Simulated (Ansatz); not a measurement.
## Two runs on AlN

System: AlN (P6₃mc, 4 atoms in the cell).
Method of run 1: DFT HSE06 form with exact-exchange fraction 0.2, scalar-relativistic, plane waves, PAW, no spin polarisation (Ansatz 0.2.0).

The structure derives from an entry of the Crystallography Open Database. Text and figures count atoms from 1; the logs count them from 0 in places.

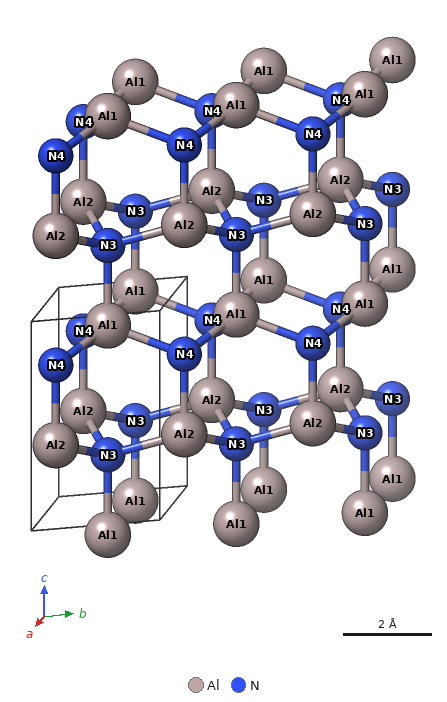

Figure 1. The structure (ball-and-stick view of the cell of the calculation, repeated 2 × 3 × 2, seen slightly off an axis; atoms are numbered from 1 in the order of the input). An atom can appear more than once, as a periodic image. Near neighbours in the periodic cell (some may lie outside the picture): Al has 4 N at 1.89 to 1.90 Å; N has 4 Al at 1.89 to 1.90 Å.

### Input file, run 1
```yaml
crystal:
  lattice:
    - [3.110760629, 0.0, 0.0]
    - [-1.5553803145, 2.6939977298, 0.0]
    - [0.0, 0.0, 4.9787706144]
  atoms:
    - { symbol: Al, position: [0.3333333333, 0.6666666667, 0.0015708995] }
    - { symbol: Al, position: [0.6666666667, 0.3333333333, 0.5015708995] }
    - { symbol: "N", position: [0.3333333333, 0.6666666667, 0.3834291005] }
    - { symbol: "N", position: [0.6666666667, 0.3333333333, 0.8834291005] }
basis:
  ecutwfc: 420
  ecutrho_ratio: 4
kpoints:
  mp_grid: { grid: [6, 6, 4] }
hamiltonian:
  xc: { preset: hse06, exx: { coeff: 0.2, omega: 0.20787 } }
scf:
  occupations: { method: gaussian, width: 0.05 }
  n_extra_bands: 11
output:
  forces: true
  stress: true
  eigenvalues: true
  populations: true
  dos: { projected: true, de: 0.02 }
```

Command:
```bash
ansatz run input.yaml --threads 4 --pin off --max-ram 8192MiB --backend cpu --events-out ev --progress --plain --runs-dir out
```

Hardware: 4 threads of Arm Neoverse V2, 24 GiB of memory available, shared host.

### Output, shortened to warnings, some set-up lines, iterations and results (run 1)
```
Warning: output.stress: scf.convergence.dr2_threshold = 1e-7 eV (the SCF's general default) is looser than the 4e-10 eV advised for a printed stress (1e-10 eV for each atom of the cell: 4). What an SCF threshold leaves in a stress goes as its square root, and in the free energy as the threshold itself, and one threshold admits the most on a small cell: of the crystals measured, under no hybrid …
Warning: output.stress: scf.exx.energy_threshold = 1e-6 eV is looser than the 4e-8 eV advised for a stress under a hybrid functional (1e-8 eV for each atom of the cell: 4). Every SCF of the exchange loop can meet its threshold on dr2 while the loop round them stops early: no threshold on dr2 bounds what that leaves in the stress. Set scf.exx.energy_threshold to 4e-8 eV or tighter. The threshold …
Basis set: ecut = 420 eV, 809 PW (Γ), exchange–correlation on 48×48×72 points (8 copies of the dense FFT grid, shifted against one another)
Symmetry: 12 space group operations
k-points: 21 of 144 (time reversal used)
Initial density: superposition of atomic densities (neutral atoms: chi_scale 0, normalization atom), corrected by the library's trained network
[...]
SCF iter   1: F=—  HF=-1848.487881 eV  |F-HF|=—  |Δ(HF+E_count)|=         —  Δρ=7.70e-4  dr2=9.10e-5  ethr=1.77e-3  ⟨swp⟩=2.0  Hψ=2858  notcnv=0
SCF iter   2: F=-1848.488155 eV  HF=-1848.488084 eV  |F-HF|=7.12e-5  |Δ(HF+E_count)|=   2.03e-4  Δρ=3.93e-4  dr2=2.25e-5  ethr=5.69e-7  ⟨swp⟩=3.3  Hψ=666  notcnv=0  defer=14
SCF 1 stopped early in 2 iterations: F = -1848.488155 eV  dr2 = 2.25e-5
SCF iter   1: F=—  HF=-1849.227271 eV  |F-HF|=—  |Δ(HF+E_count)|=         —  Δρ=5.07e-3  dr2=5.04e-3  ethr=1.40e-6  ⟨swp⟩=8.3  Hψ=2037  notcnv=0
SCF iter   2: F=—  HF=-1849.225541 eV  |F-HF|=—  |Δ(HF+E_count)|=   1.73e-3  Δρ=2.30e-3  dr2=1.42e-3  ethr=1.40e-6  ⟨swp⟩=3.0  Hψ=735  notcnv=0
[... 5 lines ...]
SCF 2 stopped early in 7 iterations: F = -1849.227807 eV  dr2 = 4.48e-7
SCF iter   1: F=—  HF=-1849.227805 eV  |F-HF|=—  |Δ(HF+E_count)|=         —  Δρ=1.32e-5  dr2=2.27e-8  ethr=1.09e-7  ⟨swp⟩=3.7  Hψ=846  notcnv=0
SCF iter   2: F=—  HF=-1849.227805 eV  |F-HF|=—  |Δ(HF+E_count)|=   5.12e-8  Δρ=4.24e-6  dr2=3.76e-9  ethr=1.19e-10  ⟨swp⟩=4.1  Hψ=884  notcnv=0  defer=2
SCF iter   3: F=-1849.227805 eV  HF=-1849.227805 eV  |F-HF|=8.97e-10  |Δ(HF+E_count)|=   2.69e-9  Δρ=1.97e-6  dr2=4.55e-10  ethr=1.85e-11  ⟨swp⟩=2.5  Hψ=634  notcnv=0  defer=6
SCF 3 converged in 3 iterations: F = -1849.227805 eV  dr2 = 4.55e-10
  Residual-converged pass: ⟨swp⟩=3.0  Hψ=735  notcnv=0  max |occ|·‖R‖ = 2.6e-7 eV (tolerance 6.3e-7 eV)  dr2=4.81e-10  dr2_onsite=2.60e-10  max |Δocc| = 0.0e0
hybrid outer 2: dexx = +3.390e-8 eV, tail = 1.84e-9 eV, Δε = 1.05e-3 eV (about 2.78e-5 eV left of the loop's levels), ΔF = 2.54e-4 eV/Å (tail 9.45e-5)
hybrid SCF converged: 2 outer / 10 inner (+2 warm-up), last move |dexx| = 3.39e-8 eV, tail = 1.84e-9 eV
Stability not checked: this state was not tested for a lower state beside it, because the functional holds exact exchange (a hybrid, or Hartree-Fock), whose exchange loop this test does not read (fock_operator; see scf.lower_state_search)
Free energy (F): -1849.227805 eV
Frozen-core exchange: fock
Harris-Foulkes:  -1849.227805 eV  (|F-HF|=8.97e-10)
Internal energy: -1849.227805 eV  (E = F + TS)
E sigma→0 (E₀):  -1849.227805 eV
Fermi energy:    9.083968 eV
--- Per-component energies (eV) ---
  E_band       = 12.577675
  E_kinetic    = 319.926530
  E_local      = -447.276168  (includes V_loc(G=0)·N_el)
  E_nonlocal   = 108.909756
  E_hartree    = 156.065473
  E_xc         = -172.982895
  E_vxc        = -182.405609  (∫ρ·V_xc dr)
  E_exx        = -28.676468  (= α·E_x^exact, valence–valence)
  E_paw        = -1193.044400  (= ΣΔE_a)
  E_vpaw       = -41.354885  (= ΣTr[D̂ρ^β])
  E_aug_tail   = 0.000193  (compensation charges beyond the density's cutoff)
  E_ewald      = -592.042238
  E_core_change = -0.107587  (= ΣΔE_core)
  E_smearing   = -0.000000  (= −TS)
  E_closure    = 0.000001  (closes the sum)
  Σ components = -1849.227805   (vs F -1849.227805, Δ=0.00e0)
--- Forces (eV/Å), atoms counted from 1 ---
  atom   1  Al     0.00000000    -0.00000000    -0.00699651
  atom   2  Al     0.00000000     0.00000000    -0.00699651
  atom   3  N     -0.00000000     0.00000000     0.00697707
  atom   4  N      0.00000000    -0.00000000     0.00697707
  max |Σ_I F_I| component: 3.89e-5 eV/Å
--- Stress (GPa, compression-positive) ---
       -0.224823       0.000000       0.000000
        0.000000      -0.224823       0.000000
        0.000000       0.000000      -0.117566
  P = ⅓ Tr σ = -0.1891 GPa (-1.891 kbar)
--- Löwdin populations: 4 sites ---
  site symbol       q [e]
     0     Al      1.8727
     1     Al      1.8727
     2      N      6.0586
     3      N      6.0586
  spilling = 0.008594 (of n_electrons = 16.000000)
```

The input of run 2 differs as follows (lines with − go, lines with + come):
```diff
-  xc: { preset: hse06, exx: { coeff: 0.2, omega: 0.20787 } }
+  xc: pbe0
+  dispersion: d4
```

Predict how the results change.

The total energies belong to different models, so their difference says nothing on which is more stable or more accurate. The gap on the mesh goes from 5.29 to 6.29 eV. The pressure goes from −0.19 to −5.70 GPa. The functional changes from preset to PBE0. The number of SCF iterations is the same.

### Output, shortened to warnings, some set-up lines, iterations and results (run 2)
```
Warning: output.stress: scf.convergence.dr2_threshold = 1e-7 eV (the SCF's general default) is looser than the 4e-10 eV advised for a printed stress (1e-10 eV for each atom of the cell: 4). What an SCF threshold leaves in a stress goes as its square root, and in the free energy as the threshold itself, and one threshold admits the most on a small cell: of the crystals measured, under no hybrid …
Warning: output.stress: scf.exx.energy_threshold = 1e-6 eV is looser than the 4e-8 eV advised for a stress under a hybrid functional (1e-8 eV for each atom of the cell: 4). Every SCF of the exchange loop can meet its threshold on dr2 while the loop round them stops early: no threshold on dr2 bounds what that leaves in the stress. Set scf.exx.energy_threshold to 4e-8 eV or tighter. The threshold …
Basis set: ecut = 420 eV, 809 PW (Γ), exchange–correlation on 48×48×72 points (8 copies of the dense FFT grid, shifted against one another)
Symmetry: 12 space group operations
k-points: 21 of 144 (time reversal used)
Initial density: superposition of atomic densities (neutral atoms: chi_scale 0, normalization atom), corrected by the library's trained network
[...]
SCF iter   1: F=—  HF=-1849.645060 eV  |F-HF|=—  |Δ(HF+E_count)|=         —  Δρ=7.83e-4  dr2=9.92e-5  ethr=1.77e-3  ⟨swp⟩=2.0  Hψ=2857  notcnv=0
SCF iter   2: F=-1849.645324 eV  HF=-1849.645254 eV  |F-HF|=6.92e-5  |Δ(HF+E_count)|=   1.94e-4  Δρ=3.97e-4  dr2=2.37e-5  ethr=6.20e-7  ⟨swp⟩=3.5  Hψ=667  notcnv=0  defer=11
SCF 1 stopped early in 2 iterations: F = -1849.645324 eV  dr2 = 2.37e-5
SCF iter   1: F=—  HF=-1851.045519 eV  |F-HF|=—  |Δ(HF+E_count)|=         —  Δρ=5.97e-3  dr2=7.21e-3  ethr=1.48e-6  ⟨swp⟩=8.3  Hψ=2056  notcnv=0
SCF iter   2: F=—  HF=-1851.042867 eV  |F-HF|=—  |Δ(HF+E_count)|=   2.65e-3  Δρ=2.77e-3  dr2=2.01e-3  ethr=1.48e-6  ⟨swp⟩=3.1  Hψ=737  notcnv=0
[... 5 lines ...]
SCF 2 stopped early in 7 iterations: F = -1851.049519 eV  dr2 = 6.59e-7
SCF iter   1: F=—  HF=-1851.049537 eV  |F-HF|=—  |Δ(HF+E_count)|=         —  Δρ=2.52e-5  dr2=1.09e-7  ethr=2.74e-7  ⟨swp⟩=5.2  Hψ=1131  notcnv=0
SCF iter   2: F=—  HF=-1851.049537 eV  |F-HF|=—  |Δ(HF+E_count)|=   9.16e-8  Δρ=9.05e-6  dr2=2.44e-8  ethr=5.92e-10  ⟨swp⟩=3.6  Hψ=712  notcnv=0  defer=5
SCF iter   3: F=-1851.049537 eV  HF=-1851.049537 eV  |F-HF|=2.08e-9  |Δ(HF+E_count)|=   3.83e-9  Δρ=3.44e-6  dr2=1.59e-9  ethr=1.13e-10  ⟨swp⟩=3.3  Hψ=668  notcnv=0  defer=13
SCF 3 converged in 3 iterations: F = -1851.049537 eV  dr2 = 1.59e-9
  Residual-converged pass: ⟨swp⟩=3.1  Hψ=739  notcnv=0  max |occ|·‖R‖ = 5.8e-7 eV (tolerance 6.3e-7 eV)  dr2=1.54e-9  dr2_onsite=6.17e-10  max |Δocc| = 0.0e0
hybrid outer 2: dexx = +1.015e-7 eV, tail = 6.82e-9 eV, Δε = 1.17e-3 eV (about 3.64e-5 eV left of the loop's levels), ΔF = 5.42e-4 eV/Å (tail 1.66e-4)
hybrid SCF converged: 2 outer / 10 inner (+2 warm-up), last move |dexx| = 1.02e-7 eV, tail = 6.82e-9 eV
Stability not checked: this state was not tested for a lower state beside it, because the functional holds exact exchange (a hybrid, or Hartree-Fock), whose exchange loop this test does not read (fock_operator; see scf.lower_state_search)
Free energy (F): -1851.049537 eV
Frozen-core exchange: fock
Harris-Foulkes:  -1851.049537 eV  (|F-HF|=2.08e-9)
Internal energy: -1851.049537 eV  (E = F + TS)
E sigma→0 (E₀):  -1851.049537 eV
Fermi energy:    9.016239 eV
--- Per-component energies (eV) ---
  E_band       = 1.481844
  E_kinetic    = 320.205739
  E_local      = -447.347724  (includes V_loc(G=0)·N_el)
  E_nonlocal   = 108.511025
  E_hartree    = 156.275345
  E_xc         = -158.011015
  E_vxc        = -167.808323  (∫ρ·V_xc dr)
  E_exx        = -42.498320  (= α·E_x^exact, valence–valence)
  E_paw        = -1194.853367  (= ΣΔE_a)
  E_vpaw       = -39.632652  (= ΣTr[D̂ρ^β])
  E_aug_tail   = 0.000192  (compensation charges beyond the density's cutoff)
  E_ewald      = -592.042238
  E_disp       = -1.158137  (pairwise vdW)
  E_core_change = -0.131034  (= ΣΔE_core)
  E_smearing   = -0.000000  (= −TS)
  E_closure    = -0.000003  (closes the sum)
  Σ components = -1851.049537   (vs F -1851.049537, Δ=-2.27e-13)
--- Forces (eV/Å), atoms counted from 1 ---
  atom   1  Al     0.00000000    -0.00000000    -0.00685313
  atom   2  Al     0.00000000     0.00000000    -0.00685313
  atom   3  N     -0.00000000     0.00000000     0.00680828
  atom   4  N      0.00000000    -0.00000000     0.00680828
  max |Σ_I F_I| component: 8.97e-5 eV/Å
--- Stress (GPa, compression-positive) ---
       -5.746140       0.000000       0.000000
        0.000000      -5.746140       0.000000
        0.000000       0.000000      -5.599342
  P = ⅓ Tr σ = -5.6972 GPa (-56.972 kbar)
--- Löwdin populations: 4 sites ---
  site symbol       q [e]
     0     Al      1.8650
     1     Al      1.8650
     2      N      6.0650
     3      N      6.0650
  spilling = 0.008740 (of n_electrons = 16.000000)
```

### The two runs side by side

| quantity | run 1 | run 2 |
| --- | --- | --- |
| outcome | converged | converged |
| free energy per atom (eV) | −462.3070 | −462.7624 |
| gap on the mesh (eV) | 5.29 | 6.29 |
| pressure (GPa) | −0.19 | −5.70 |
| largest force (eV/Å) | 0.007 | 0.007 |
| SCF iterations | 12 | 12 |
| irreducible k-points | 21 | 21 |
| plane waves at Γ | 809 | 809 |
| wall time (shared host) | 7.6 s | 8.2 s |

For both runs: Warnings: the exchange loop's threshold is looser than advised for the stress; the SCF threshold is looser than advised for the printed stress. For run 2: The cell is under a tension of 5.7 GPa at this level, so it is not at its equilibrium volume.
